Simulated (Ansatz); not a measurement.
**SiC₄: density, localisation and related maps**

```cif
data_structure
_symmetry_space_group_name_H-M 'P 1'
_symmetry_Int_Tables_number 1
_cell_length_a 4.3764
_cell_length_b 4.3764
_cell_length_c 4.3764
_cell_angle_alpha 90.000
_cell_angle_beta 90.000
_cell_angle_gamma 90.000
_cell_volume 83.82
loop_
_atom_site_label
_atom_site_type_symbol
_atom_site_fract_x
_atom_site_fract_y
_atom_site_fract_z
_atom_site_occupancy
Si1 Si 0.00000 0.00000 0.00000 1
Si2 Si 0.50000 0.50000 0.50000 1
C1 C 0.25000 0.25000 0.75000 1
C2 C 0.75000 0.75000 0.25000 1
C3 C 0.75000 0.25000 0.25000 1
C4 C 0.25000 0.75000 0.75000 1
C5 C 0.25000 0.75000 0.25000 1
C6 C 0.75000 0.25000 0.75000 1
C7 C 0.25000 0.25000 0.25000 1
C8 C 0.75000 0.75000 0.75000 1
```

Space group Im-3m; a structure generated by program, which may or may not match a known phase.

Method: Ansatz 0.2.0, DFT PBE, scalar-relativistic, plane waves, PAW.

In a PAW calculation such maps are meaningful between the atoms, not at the nuclei.

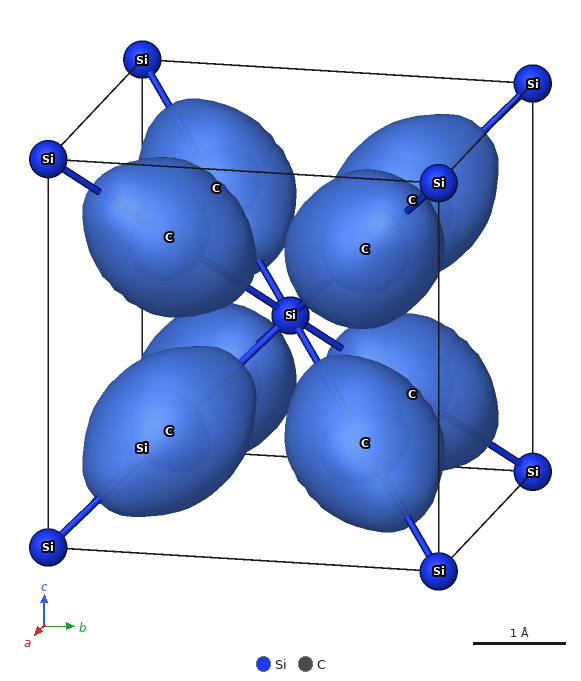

Figure 1. Isosurface of the electron localisation function at 0.65 (blue), seen slightly off an axis. Only the valence region is drawn (cores and ρ < 0.01 e/Å³ removed). Sticks mark near contacts.

Question: Identify the bonds, lone pairs and shells in this picture.

Answer: At this value the surface marks out eight regions on C in which the atom's valence shell and bonds are merged, counted in one cell of 10 atoms. Regions shared between cells count once. Profiles from the grid: Si–C (1.90 Å): the ELF peaks at about 0.90 between the atoms.

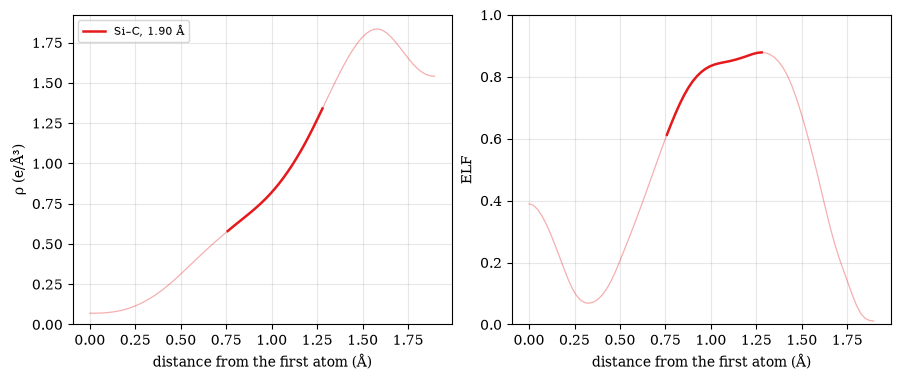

Figure 2. Valence electron density and ELF along straight lines between neighbouring atoms. Thin, pale parts lie inside the atomic spheres.

Question: What can be read from the curves?

Answer: Si–C (1.90 Å): the density is about 0.76 e/Å³ at the midpoint; the ELF peaks at about 0.90 between the atoms.

Question: What Bader charges does the calculation give?

Answer: Electrons move from Si towards C. Bader charges: Si +3.14 and C −0.79 e.

Question: Metal or insulator at this level of theory?

Answer: It is gapless in this calculation (a metal or semimetal).
